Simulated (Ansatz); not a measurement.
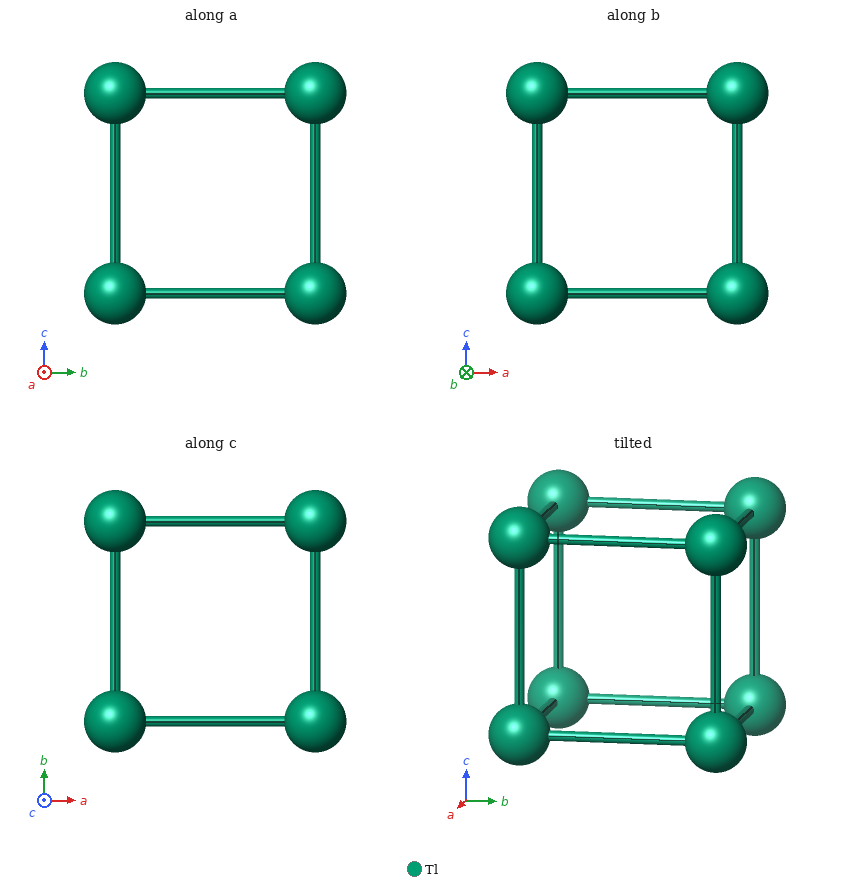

A ball-and-stick rendering, viewed along the a axis, along the b axis, along the c axis and slightly off an axis. The box is the conventional unit cell; atoms on or close to its faces, edges and corners are drawn wherever they repeat.

Lattice parameters: a = 3.2646 Å, b = 3.2646 Å, c = 3.2646 Å, α = 90.000°, β = 90.000°, γ = 90.000°.

Question: Express the structure as a CIF in P1 with every atom of the cell.

Answer:
```cif
data_structure
_symmetry_space_group_name_H-M 'P 1'
_symmetry_Int_Tables_number 1
_cell_length_a 3.2646
_cell_length_b 3.2646
_cell_length_c 3.2646
_cell_angle_alpha 90.000
_cell_angle_beta 90.000
_cell_angle_gamma 90.000
_cell_volume 34.79
loop_
_atom_site_label
_atom_site_type_symbol
_atom_site_fract_x
_atom_site_fract_y
_atom_site_fract_z
_atom_site_occupancy
Tl1 Tl 0.0000 0.0000 0.0000 1
```

Starting structure: a structure type filled with this element by a generator (whether the element takes this form wasn't checked). Earlier steps of the study may have refined or changed the cell and positions. It was the input of a calculation with Ansatz.
